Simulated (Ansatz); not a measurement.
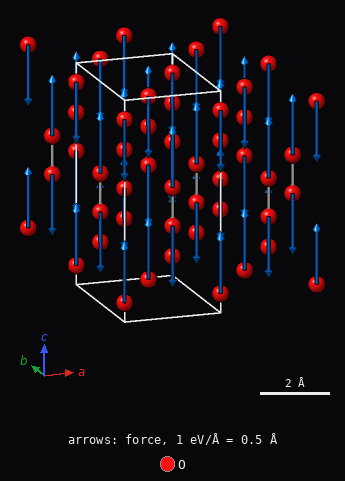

Starting geometry of solid O (set up in Fmmm) (coarse preliminary run) with the computed forces as blue arrows. Style: ball-and-stick. Shown: the conventional cell (4 times the calculation's cell), repeated 2 × 2 × 1 with one cell outlined, slightly off an axis. Lengths and directions refer to the drawn axes.

All numbers below come from DFT PBE+D3(BJ), scalar-relativistic, plane waves, PAW in Ansatz 0.2.0. (plane-wave cutoff 420 eV; k-point mesh 8 × 8 × 8; occupations gaussian; smearing width 0.1 eV; no spin polarisation; cell and atoms relaxed; force threshold 0.05 eV/Å; at most 80 steps)

Is this structure relaxed? If not, where do the atoms go?

Answer. It isn't relaxed: the largest force vector, on O atoms, is 3.78 eV/Å. Measured relative to the changing cell, the final displacements run against the starting forces (cosine between the two patterns −1.00). After 12 accepted moves (17 points after the start) the energy has fallen by 128 meV per atom. Largest force component: 3.8 eV/Å at the start, 0.028 eV/Å at the end. Pressure: 11.67 GPa at the start and 0.08 GPa at the end. The line search rejected the trial step at point 13 of the run. At 4 points the geometry stayed and the basis and grid were re-selected for the new cell (energy shift of 11.6 meV per atom at most each time). The largest moves relative to the cell, 0.096 Å, are those of O atoms. Cell: a 2.957 → 3.290 Å (+11.3 %), b 4.215 → 3.504 Å (−16.9 %), c 6.690 → 8.059 Å (+20.5 %). Volume +11.4 %. Among the contacts that change: O–O 1.165 → 1.213 Å. The space group stays Fmmm (No. 69). The run took 7.5 s on 2 threads of Intel(R) Xeon(R) 6975P-C (Granite Rapids), with other jobs on the host, peak memory 0.36 GiB.
